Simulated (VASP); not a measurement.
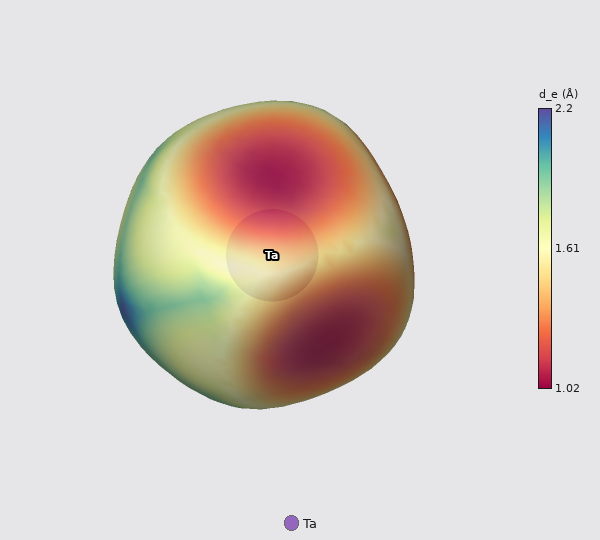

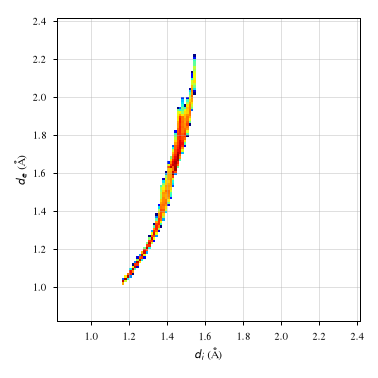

Hirshfeld surface computed for one Ta atom in Ta$_{3}$N (P-3m1, No. 164), coloured by d_e. The second picture is its fingerprint plot, coloured by area on a logarithmic scale (blue little, red much).

The surface is where the fragment's share of the procrystal density (the sum of the densities of spherically averaged neutral Hartree-Fock atoms) equals one half. d_i and d_e are the distances from the surface to the nearest nucleus inside and outside. From Rb on the atoms have core potentials, so only their outer electrons count.

Source of the atomic positions: a cell listed in the Materials Project, as set up for an electronic-structure calculation.

Space group P-3m1 (No. 164). a = 3.032 Å, b = 3.032 Å, c = 7.524 Å, α = 90.00°, β = 90.00°, γ = 120.00°
| atom | site | symmetry | x | y | z |
| --- | --- | --- | --- | --- | --- |
| Ta | 2d | 3m. | 0.6667 | 0.3333 | 0.8261 |
| Ta | 1b | -3m. | 0.0000 | 0.0000 | 0.5000 |
| N | 1a | -3m. | 0.0000 | 0.0000 | 0.0000 |

**What is the shortest distance from the fragment to an atom outside it?**

Ta–N, 2.19 Å.

**How is the surface shared among contacts (nearest atom inside ··· nearest atom outside)?**

Ta···Ta 50 %, Ta···N 50 %. The surface faces 12 neighbours with more than 2 % of its area each: 9 Ta + 3 N.

**Give the size and shape of the surface.**

It encloses about 11.6 Å³, has an area of about 25 Å² and a globularity of 0.99 (1 for a sphere).

**Where does the fingerprint reach closest to the origin?**

The smallest d_i + d_e is about 2.2 Å, which belongs to the shortest contact, Ta···N at 2.19 Å; d_e runs from 1.02 to 2.20 Å.
